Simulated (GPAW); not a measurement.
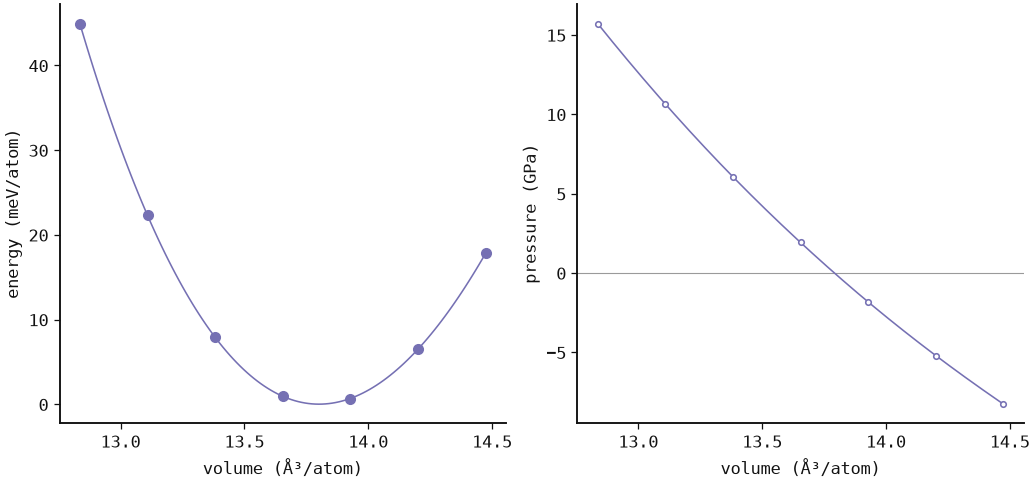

The plot gives the computed energy and pressure against volume for SiO₂, space group P6_422 (No. 181).

Cell as given: a = 5.061 Å, b = 5.061 Å, c = 5.541 Å, α = 90.00°, β = 90.00°, γ = 120.00°; 9 atoms.

Computed with GPAW 26.7.0: PAW DFT in plane waves, on a grid or in atomic orbitals, no spin polarisation; energies at scaled volumes of the given cell, shape and fractions fixed, counted from the fit's minimum, third-order Birch-Murnaghan fit. Level: LDA.

```tsv
setting	value
k mesh	4×4×3
occupations	Fermi–Dirac
smearing width	0.05 eV
potentials	GPAW PAW data sets (gpaw data 1.2.1)
wave cutoff	800 eV
program settings	basis pw
```

> What equilibrium volume and bulk modulus follow from the curve?

A third-order Birch–Murnaghan fit gives V0 = 13.80 Å³/atom, B0 = 188 GPa and B′ = 4.1.

> How does the pressure vary with volume?

It falls from 15.72 GPa at volume 12.84 Å³/atom to −8.27 GPa at 14.47 Å³/atom, and changes sign near 13.79 Å³/atom.

Note: shape and atomic fractions are frozen while scaling, which makes layered, chain and framework solids too stiff.
